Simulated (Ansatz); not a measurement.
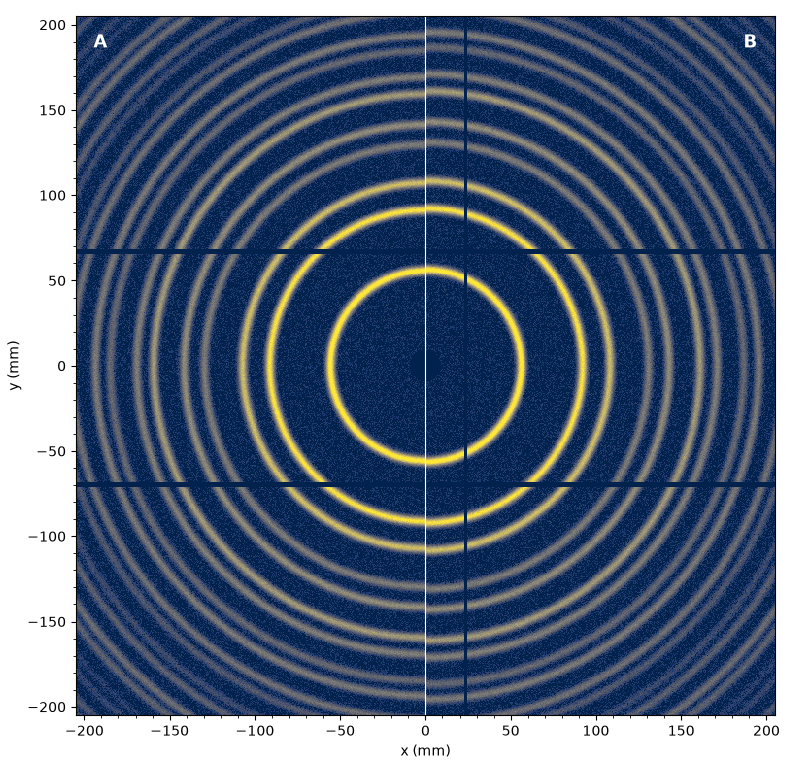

Simulated X-ray powder rings on a flat area detector normal to the beam: λ = 0.2066 Å, sample-to-detector distance 880 mm, axes in mm from the beam centre, beam polarised horizontally, for a fine-grained powder without texture. Kinematic intensities with B = 0.8 Å² for all atoms, without absorption; brightness goes as intensity to the power 0.4, clipped at the top, with counting noise. Reflections closer than the ring width show as one ring. The left and right halves show two different samples, each scaled to its strongest ring.

Both are Ir in Fd-3m, with cells of different size. Origins: A, coordinates from a relaxation with DFT, BLYP, plane waves (420 eV) with PAW, scalar-relativistic in Ansatz 0.2.0; the starting structure was generated, so it need not be a known form of this composition; B, the end point of a relaxation with Ansatz 0.2.0, DFT, RPBE, plane waves (420 eV) with PAW, scalar-relativistic; the starting structure was generated, so it need not be a known form of this composition.

Which half has the larger cell, and by how much?

Half A: the volume of B is 3.0 % smaller than that of A, and a larger cell draws the rings inwards on average.
A: a = 5.658 Å, b = 5.658 Å, c = 5.658 Å, α = 90.00°, β = 90.00°, γ = 90.00°; 111 at 55.7 mm (d = 3.27 Å), 220 at 91.3 mm (d = 2.00 Å), 311 at 107.2 mm (d = 1.706 Å), 400 at 129.6 mm (d = 1.414 Å).
B: a = 5.600 Å, b = 5.600 Å, c = 5.600 Å, α = 90.00°, β = 90.00°, γ = 90.00°; 111 at 56.3 mm (d = 3.23 Å), 220 at 92.2 mm (d = 1.980 Å), 311 at 108.3 mm (d = 1.688 Å), 400 at 130.9 mm (d = 1.400 Å).
